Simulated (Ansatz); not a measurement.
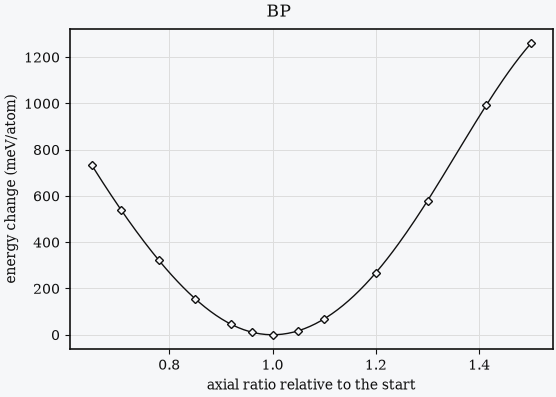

The figure shows the energy change against relative axial ratio for BP, space group F-43m (No. 216).

The given structure:
```yaml
crystal:
  lattice:
    - [0.00000, 2.26900, 2.26900]
    - [2.26900, 0.00000, 2.26900]
    - [2.26900, 2.26900, 0.00000]
  atoms:
    - { symbol: B, position: [0.00000, 0.00000, 0.00000] }
    - { symbol: P, position: [0.75000, 0.75000, 0.75000] }
```

How it was computed, with Ansatz 0.2.0: deformation of a crystal at fixed volume, lengths along the axis scaled against those across it, fractional coordinates fixed, by plane-wave density functional theory with PAW datasets, free energies less that of the undisturbed cell, pressure positive in compression; scalar-relativistic. Level: r2SCAN, no spin polarisation.

```tsv
setting	value
wave cutoff	500 eV
k mesh	12×12×12
occupations	Gaussian
smearing width	0.05 eV
k shift	(0, 0, 0) (mesh steps)
start	as given
path	tetragonal
axis direction	(0, 0, 1) (Cartesian unit vector)
```

From this curve and the settings, what does the calculation give for the pressure and gap on the k mesh at the same points?

The pressure goes from −6.527 GPa at relative axial ratio 0.650 to −3.883 GPa at 1.500, not monotonically, with a high of −0.166 GPa at 1.000. The gap on the k mesh is closed at 8 of the 13 points and is largest, 1.412 eV, at 1.000.

| axial ratio relative to the start | pressure (GPa) | gap on the k mesh (eV) |
| --- | --- | --- |
| 0.650 | −6.527 | 0.000 |
| 0.707 | −4.207 | 0.000 |
| 0.780 | −1.929 | 0.000 |
| 0.850 | −0.746 | 0.000 |
| 0.920 | −0.260 | 0.136 |
| 0.960 | −0.186 | 0.776 |
| 1.000 | −0.166 | 1.412 |
| 1.050 | −0.183 | 1.026 |
| 1.100 | −0.208 | 0.654 |
| 1.200 | −0.195 | 0.000 |
| 1.300 | −0.318 | 0.000 |
| 1.414 | −1.447 | 0.000 |
| 1.500 | −3.883 | 0.000 |

Limits of the calculation: gap closes along the scan on a mesh chosen for the insulator; reference crystal is not relaxed.
